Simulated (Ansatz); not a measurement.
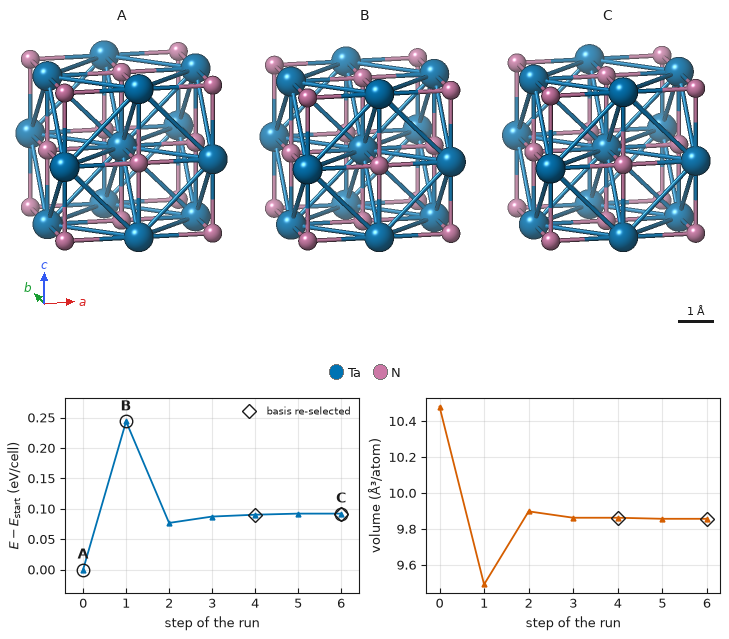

Frames of a relaxation of a crystal of TaN (set up in Fm-3m), marked on the history of the run. A ball-and-stick model of the conventional cell (4 times the calculation's cell), seen slightly off an axis. Lengths and directions refer to the drawn axes.

Case: relaxed at 25 GPa.

Level of theory: DFT PBEsol, scalar-relativistic, plane waves, PAW in Ansatz. Set-up: plane-wave cutoff 420 eV; k-point mesh 16 × 16 × 16; occupations fermi dirac; smearing width 0.15 eV; target pressure 25 GPa; no spin polarisation; cell and atoms relaxed; force threshold 0.001 eV/Å; at most 60 steps.

> What happens along the run?

After 4 accepted moves (6 points after the start) the energy has risen by 92.1 meV per cell of the calculation. With the target pressure of 25 GPa, the enthalpy E + pV changes by −0.103 eV per cell of the calculation. All forces vanish by symmetry, so only the cell relaxes. Pressure: 0.00 GPa at the start and 25.00 GPa at the end. The SCF was repeated twice at an unchanged geometry on a basis and grid sized afresh for the cell, which shifted the energy by 3.0 meV per cell of the calculation at most. The atoms keep their places relative to the cell (all moves are under 0.005 Å). The drawn cell changes as follows: a = b = c 4.377 → 4.288 Å (−2.0 %); the volume changes by −6.0 %. Some distances before and after: Ta–Ta 3.095 → 3.032 Å, N–Ta 2.188 → 2.144 Å. The space group stays Fm-3m (No. 225). The run took 22 s on 1 thread of AMD EPYC 7R43 64-Core Processor (Zen 3) (shared host), peak memory 0.44 GiB. From step 0 to 1: volume −9.4 %, energy +0.244 eV per cell of the calculation. From step 1 to 6: volume +3.8 %, energy −0.152 eV per cell of the calculation.

| step | E − E(0), meV/atom | pressure, GPa | volume, Å³/atom | note |
| --- | --- | --- | --- | --- |
| 0 | 0.00 | 0.00 | 10.481 |  |
| 1 | 121.84 | 44.26 | 9.491 |  |
| 2 | 38.40 | 23.34 | 9.898 |  |
| 3 | 43.64 | 25.00 | 9.862 |  |
| 4 | 45.16 | 24.72 | 9.862 | same geometry, new basis |
| 5 | 46.05 | 25.00 | 9.857 |  |
| 6 | 46.06 | 25.00 | 9.857 | same geometry, new basis |
